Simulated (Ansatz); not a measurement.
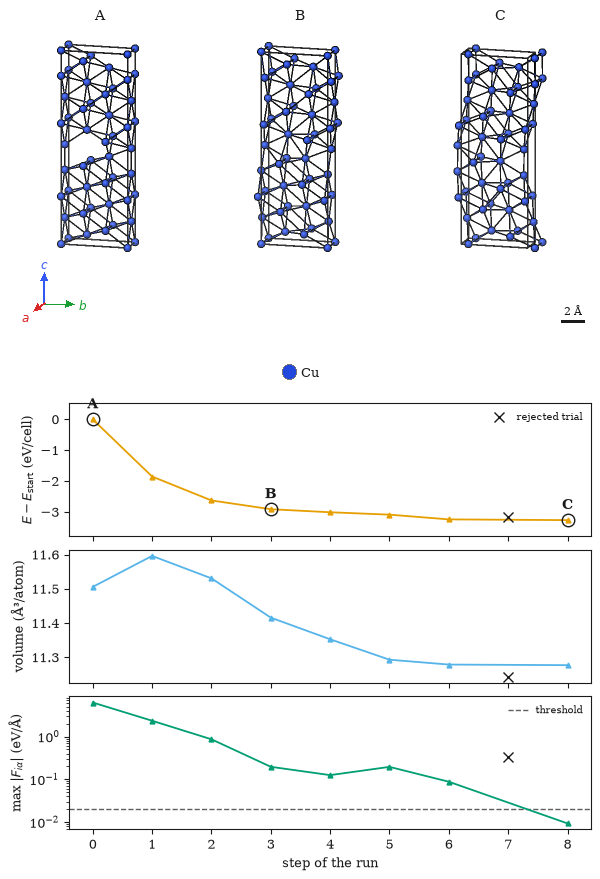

Frames of a relaxation of an interface cell of composition Cu, marked on the history of the run. Style: ball-and-stick. Shown: the cell of the calculation, slightly off an axis.

Case: symmetric tilt boundary Sigma 3 (2 1 1), mirror on a plane, shift [0.5, 0].

Theory: DFT PBEsol, scalar-relativistic, plane waves, PAW in Ansatz 0.2.0. (plane-wave cutoff 420 eV; k-point mesh 14 × 6 × 2; occupations gaussian; smearing width 0.1 eV; no spin polarisation; cell relaxed at fixed a, b, alpha, beta, gamma; force threshold 0.02 eV/Å; at most 60 steps)

What happens along the run?

The run was cut off at its time limit before the relaxation converged, so the last structure is only a point on the way. After 7 accepted moves (8 points after the start) the energy has fallen by 3.262 eV per cell of the calculation. The largest force component goes from 6.2 to 0.0093 eV/Å. Pressure: 5.59 GPa at the start and 2.25 GPa at the end. The line search rejected the trial step at point 7 of the run. The largest moves relative to the cell, 1.00 Å, are those of Cu atoms. Cell: a unchanged at 2.520 Å, b unchanged at 6.172 Å, c 17.757 → 17.404 Å (−2.0 %). Volume −2.0 %. Among the contacts that change: Cu–Cu 3.563 → 2.574 Å, Cu–Cu 2.520 → 3.458 Å, Cu–Cu 2.520 → 3.385 Å, Cu–Cu 3.563 → 2.722 Å. New bonds form: Cu–Cu (3.31 → 2.50 Å), Cu–Cu (3.56 → 2.57 Å), Cu–Cu (3.56 → 2.58 Å). Bonds break: Cu–Cu (2.52 → 3.39 Å), Cu–Cu (2.52 → 3.45 Å), Cu–Cu (2.52 → 3.46 Å). Cost: 26 min on 4 threads of Intel(R) Xeon(R) 6975P-C (Granite Rapids), on a shared host, peak memory 4.3 GiB. From step 0 to 3: Cu atoms move most (0.44 Å), volume −0.8 %, energy −2.908 eV per cell of the calculation. From step 3 to 8: Cu atoms move most (0.67 Å), volume −1.2 %, energy −0.353 eV per cell of the calculation.
